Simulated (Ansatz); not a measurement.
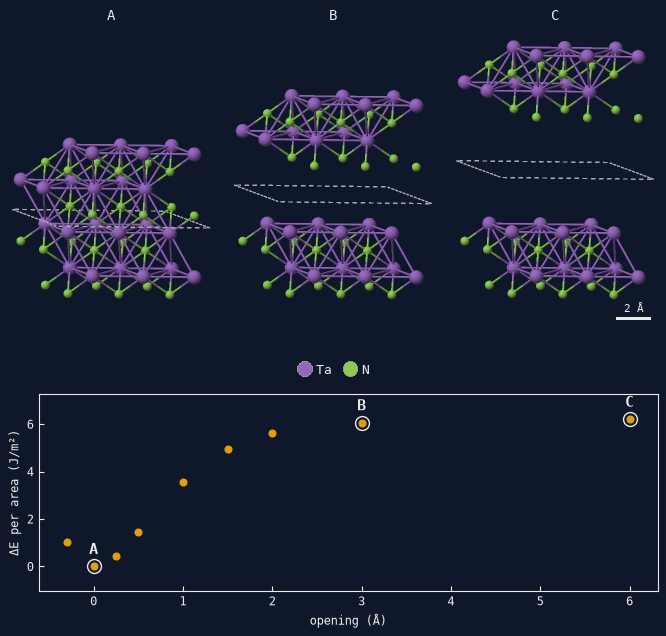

A crystal of TaN (Fm-3m): the crystal is pulled apart rigidly along the normal of the (1 1 1) plane of the conventional cell, at a cut between a plane of Ta below and one of N above, 1.26 Å apart. One cut stands in each cell, which starts 15.2 Å high; nothing is relaxed, and the dashed outline marks the cut. The lettered frames are marked on the plot. The picture is a ball-and-stick view of the layers on both sides of the cut, seen from the side, nearly along the cut plane.

These are results of DFT PBEsol, scalar-relativistic, plane waves, PAW (Ansatz 0.2.0), not measurements. (plane-wave cutoff 420 eV; k-point mesh 22 × 22 × 4; occupations gaussian; smearing width 0.15 eV; no spin polarisation). Energies (free energies at the smearing named) are counted from the relaxed crystal.

> Read off the main features of the energy profile.

At the widest opening, 6.00 Å, the energy has risen by 6.21 J/m², where the curve has levelled off: this is the ideal work of separation, the sum of the two unrelaxed surface energies of a slab 15.2 Å thick. The steepest rise lies between 0.50 Å and 1.00 Å, with a mean traction of about 43 GPa. Pressing the cut together by 0.30 Å costs 1.04 J/m².

The computed points:

| opening (Å) | ΔE per area (J/m²) |
| --- | --- |
| −0.30 | 1.04 |
| 0.00 | 0.00 |
| 0.25 | 0.45 |
| 0.50 | 1.44 |
| 1.00 | 3.58 |
| 1.50 | 4.95 |
| 2.00 | 5.61 |
| 3.00 | 6.06 |
| 6.00 | 6.21 |
